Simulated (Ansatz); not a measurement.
**Two runs on Al$_{2}$Ru**

System: Al$_{2}$Ru (6 atoms in the cell).
Method of run 1: DFT PBEsol, scalar-relativistic, plane waves, PAW, no spin polarisation (Ansatz 0.2.0).

The structure derives from a Materials Project entry. Text and figures count atoms from 1; the logs count them from 0 in places.

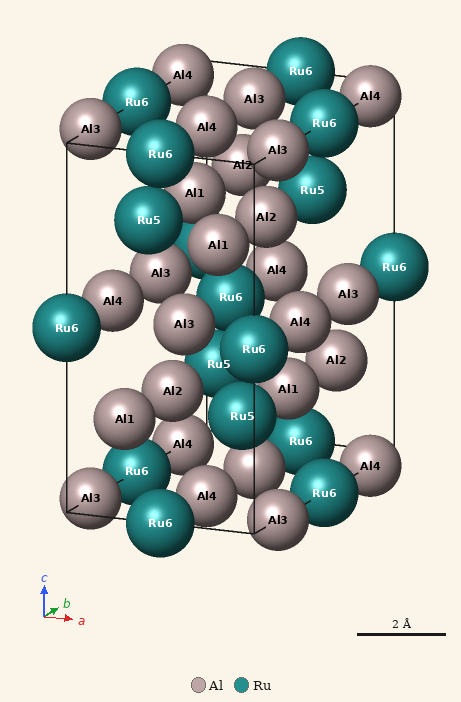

Fig. 1: The structure as given in the input (spheres-only view of the cell 4 times as large as that of the calculation, set on its symmetry axes, seen slightly off an axis; atoms are numbered from 1 in the order of the input). An atom can appear more than once, as a periodic image.

**The input, run 1**
```yaml
crystal:
  lattice:
    - [0.0, 3.9898374997, 4.3915250777]
    - [2.3524746913, 0.0, 4.3915250777]
    - [2.3524746913, 3.9898374997, 0.0]
  atoms:
    - { symbol: Al, position: [0.07906103, 0.42093897, 0.07906103] }
    - { symbol: Al, position: [0.42093897, 0.07906103, 0.42093897] }
    - { symbol: Al, position: [0.17093897, 0.82906103, 0.17093897] }
    - { symbol: Al, position: [0.82906103, 0.17093897, 0.82906103] }
    - { symbol: Ru, position: [0.75, 0.75, 0.75] }
    - { symbol: Ru, position: [0.5, 0.5, 0.5] }
basis:
  ecutwfc: 150
kpoints:
  mp_grid: { grid: [10, 10, 10] }
hamiltonian:
  xc: pbesol
scf:
  occupations: { method: gaussian, width: 0.01 }
output:
  forces: true
  stress: true
  eigenvalues: true
```

Command:
```bash
ansatz run input.yaml --threads 1 --pin off --max-ram 2560MiB --backend cpu --events-out ev --progress --plain --runs-dir out
```

Hardware: 1 thread of Intel Xeon @ 2.50GHz (Skylake/Cascade Lake), 189 GiB of memory available, shared host.

**Output, shortened to warnings, some set-up lines, iterations and results (run 1)**
```
Warning: basis.ecutwfc = 150 eV is below the records' recommended 420 eV, and the density's cutoff is lower with it unless basis.ecutrho_ratio is high enough to keep the records' density cutoff: compare with a run at a higher cutoff
Basis set: ecut = 150 eV, 343 PW (Γ), exchange–correlation on 48×40×40 points (8 copies of the dense FFT grid, shifted against one another)
Symmetry: 8 space group operations
k-points: 171 of 1000
Initial density: superposition of atomic densities (neutral atoms: chi_scale 0, normalization atom), corrected by the library's trained network
[...]
SCF iter   1: F=—  HF=-13662.042250 eV  |F-HF|=—  |Δ(HF+E_count)|=         —  Δρ=2.87e-1  dr2=6.87e1  ethr=1.77e-3  ⟨swp⟩=7.4  Hψ=23014  notcnv=0
SCF iter   2: F=—  HF=-13644.995600 eV  |F-HF|=—  |Δ(HF+E_count)|=    1.70e1  Δρ=1.41e-1  dr2=1.64e1  ethr=1.77e-3  ⟨swp⟩=3.0  Hψ=11950  notcnv=0  defer=259
SCF iter   3: F=—  HF=-13640.217471 eV  |F-HF|=—  |Δ(HF+E_count)|=    4.78e0  Δρ=1.34e-2  dr2=1.61e-1  ethr=1.77e-3  ⟨swp⟩=3.2  Hψ=11667  notcnv=0  defer=254
SCF iter   4: F=—  HF=-13640.192075 eV  |F-HF|=—  |Δ(HF+E_count)|=   2.54e-2  Δρ=2.37e-3  dr2=6.76e-3  ethr=3.66e-4  ⟨swp⟩=2.4  Hψ=8207  notcnv=0  defer=257
SCF iter   5: F=—  HF=-13640.190071 eV  |F-HF|=—  |Δ(HF+E_count)|=   2.00e-3  Δρ=9.76e-4  dr2=9.14e-4  ethr=1.54e-5  ⟨swp⟩=2.3  Hψ=7709  notcnv=0  defer=86
SCF iter   6: F=—  HF=-13640.189857 eV  |F-HF|=—  |Δ(HF+E_count)|=   2.14e-4  Δρ=1.80e-4  dr2=2.98e-5  ethr=2.08e-6  ⟨swp⟩=2.4  Hψ=6455  notcnv=0  defer=86
SCF iter   7: F=—  HF=-13640.190112 eV  |F-HF|=—  |Δ(HF+E_count)|=   2.55e-4  Δρ=2.08e-5  dr2=4.15e-7  ethr=6.78e-8  ⟨swp⟩=2.0  Hψ=6226  notcnv=0  defer=86
SCF iter   8: F=-13640.190112 eV  HF=-13640.190112 eV  |F-HF|=1.75e-9  |Δ(HF+E_count)|=   6.80e-8  Δρ=2.04e-6  dr2=2.76e-9  ethr=2.27e-10  ⟨swp⟩=7.1  Hψ=15492  notcnv=0
SCF 1 converged in 8 iterations: F = -13640.190112 eV  dr2 = 2.76e-9
SCF converged after 8 iterations
Free energy (F): -13640.190112 eV
Harris-Foulkes:  -13640.190112 eV  (|F-HF|=1.75e-9)
Internal energy: -13640.190069 eV  (E = F + TS)
E sigma→0 (E₀):  -13640.190091 eV
Entropy (-TS):   -0.000043 eV (-0.007 meV/atom)
Fermi energy:    14.605528 eV
--- Per-component energies (eV) ---
  E_band       = -360.070713
  E_kinetic    = 1233.043581
  E_local      = -3888.616169  (includes V_loc(G=0)·N_el)
  E_nonlocal   = 529.322703
  E_hartree    = 1387.724227
  E_xc         = -570.378728
  E_vxc        = -638.596819  (∫ρ·V_xc dr)
  E_paw        = -8541.942244  (= ΣΔE_a)
  E_vpaw       = -370.656910  (= ΣTr[D̂ρ^β])
  E_aug_tail   = -0.018769  (compensation charges beyond the density's cutoff)
  E_ewald      = -3789.907819
  E_core_change = 0.583148  (= ΣΔE_core)
  E_smearing   = -0.000043  (= −TS)
  E_closure    = 0.000000  (closes the sum)
  Σ components = -13640.190112   (vs F -13640.190112, Δ=0.00e0)
--- Forces (eV/Å), atoms counted from 1 ---
  atom   1  Al     0.00000000     0.25228729     0.00000000
  atom   2  Al     0.00000000    -0.25228729     0.00000000
  atom   3  Al     0.00000000    -0.25228729     0.00000000
  atom   4  Al     0.00000000     0.25228729     0.00000000
  atom   5  Ru     0.00000000     0.00000000     0.00000000
  atom   6  Ru     0.00000000     0.00000000     0.00000000
  max |Σ_I F_I| component: 0.00e0 eV/Å
--- Stress (GPa, compression-positive) ---
       12.878893       0.000000       0.000000
        0.000000      10.243384       0.000000
        0.000000       0.000000      18.920690
  P = ⅓ Tr σ = 14.0143 GPa (140.143 kbar)
```

For run 2 the input was changed thus:
```diff
-  ecutwfc: 150
+  ecutwfc: 380
```

What does this change do to the results?

The free energy of run 2 is 15853.3 meV per atom lower, which measures how much it depends on this numerical setting. A gap of 0.08 eV opens on the mesh, where run 1 has none. The pressure goes from 14.01 to −0.53 GPa. The largest force goes from 0.252 to 0.015 eV/Å. More plane waves can only lower the energy of a fixed Hamiltonian, so the higher cutoff gives the lower value. The SCF takes 6 iterations against 8. The plane waves at Γ go from 343 to 1383. On the same kind of shared host run 2 took about 2.1 times as long.

**Output, shortened to warnings, some set-up lines, iterations and results (run 2)**
```
Warning: basis.ecutwfc = 380 eV is below the records' recommended 420 eV, and the density's cutoff is lower with it unless basis.ecutrho_ratio is high enough to keep the records' density cutoff: compare with a run at a higher cutoff
Basis set: ecut = 380 eV, 1383 PW (Γ), exchange–correlation on 80×64×60 points (8 copies of the dense FFT grid, shifted against one another)
Symmetry: 8 space group operations
k-points: 171 of 1000
Initial density: superposition of atomic densities (neutral atoms: chi_scale 0, normalization atom), corrected by the library's trained network
[...]
SCF iter   1: F=—  HF=-13735.316836 eV  |F-HF|=—  |Δ(HF+E_count)|=         —  Δρ=6.58e-3  dr2=3.85e-2  ethr=1.77e-3  ⟨swp⟩=7.2  Hψ=22756  notcnv=0
SCF iter   2: F=—  HF=-13735.310231 eV  |F-HF|=—  |Δ(HF+E_count)|=   6.61e-3  Δρ=1.88e-3  dr2=1.39e-3  ethr=8.76e-5  ⟨swp⟩=3.0  Hψ=9150  notcnv=0  defer=250
SCF iter   3: F=—  HF=-13735.310130 eV  |F-HF|=—  |Δ(HF+E_count)|=   1.00e-4  Δρ=6.01e-4  dr2=8.82e-5  ethr=3.16e-6  ⟨swp⟩=2.4  Hψ=7710  notcnv=0  defer=79
SCF iter   4: F=—  HF=-13735.310127 eV  |F-HF|=—  |Δ(HF+E_count)|=   3.51e-6  Δρ=3.34e-5  dr2=8.28e-7  ethr=2.01e-7  ⟨swp⟩=1.2  Hψ=4605  notcnv=0  defer=79
SCF iter   5: F=-13735.310126 eV  HF=-13735.310126 eV  |F-HF|=9.15e-10  |Δ(HF+E_count)|=   2.37e-7  Δρ=9.85e-6  dr2=3.35e-8  ethr=1.88e-9  ⟨swp⟩=2.0  Hψ=8183  notcnv=0  …
SCF iter   6: F=-13735.310126 eV  HF=-13735.310126 eV  |F-HF|=1.46e-11  |Δ(HF+E_count)|=   4.93e-9  Δρ=1.54e-6  dr2=6.99e-10  ethr=7.60e-11  ⟨swp⟩=3.6  Hψ=14885  notcnv=0
SCF 1 converged in 6 iterations: F = -13735.310126 eV  dr2 = 6.99e-10
SCF converged after 6 iterations
Free energy (F): -13735.310126 eV
Harris-Foulkes:  -13735.310126 eV  (|F-HF|=1.46e-11)
Internal energy: -13735.310126 eV  (E = F + TS)
E sigma→0 (E₀):  -13735.310126 eV
Fermi energy:    14.122761 eV
--- Per-component energies (eV) ---
  E_band       = -290.502218
  E_kinetic    = 1133.528251
  E_local      = -4206.603199  (includes V_loc(G=0)·N_el)
  E_nonlocal   = 732.792718
  E_hartree    = 1556.383458
  E_xc         = -542.045718
  E_vxc        = -601.078170  (∫ρ·V_xc dr)
  E_paw        = -8620.040863  (= ΣΔE_a)
  E_vpaw       = -461.908705  (= ΣTr[D̂ρ^β])
  E_aug_tail   = -0.000102  (compensation charges beyond the density's cutoff)
  E_ewald      = -3789.907819
  E_core_change = 0.583148  (= ΣΔE_core)
  E_smearing   = -0.000000  (= −TS)
  E_closure    = -0.000000  (closes the sum)
  Σ components = -13735.310126   (vs F -13735.310126, Δ=0.00e0)
--- Forces (eV/Å), atoms counted from 1 ---
  atom   1  Al     0.00000000    -0.01461822     0.00000000
  atom   2  Al     0.00000000     0.01461822     0.00000000
  atom   3  Al     0.00000000     0.01461822     0.00000000
  atom   4  Al     0.00000000    -0.01461822     0.00000000
  atom   5  Ru     0.00000000     0.00000000     0.00000000
  atom   6  Ru    -0.00000000     0.00000000     0.00000000
  max |Σ_I F_I| component: 0.00e0 eV/Å
--- Stress (GPa, compression-positive) ---
       -0.531264       0.000000       0.000000
        0.000000      -0.365855       0.000000
        0.000000       0.000000      -0.688524
  P = ⅓ Tr σ = -0.5285 GPa (-5.285 kbar)
```

**The two runs side by side**

| quantity | run 1 | run 2 |
| --- | --- | --- |
| outcome | converged | converged |
| free energy per atom (eV) | −2273.3650 | −2289.2184 |
| gap on the mesh (eV) | 0.00 | 0.08 |
| pressure (GPa) | 14.01 | −0.53 |
| largest force (eV/Å) | 0.252 | 0.015 |
| SCF iterations | 8 | 6 |
| irreducible k-points | 171 | 171 |
| plane waves at Γ | 343 | 1383 |
| wall time (shared host) | 14 s | 30 s |

For both runs: Warnings: the cutoff is below the recommended one.
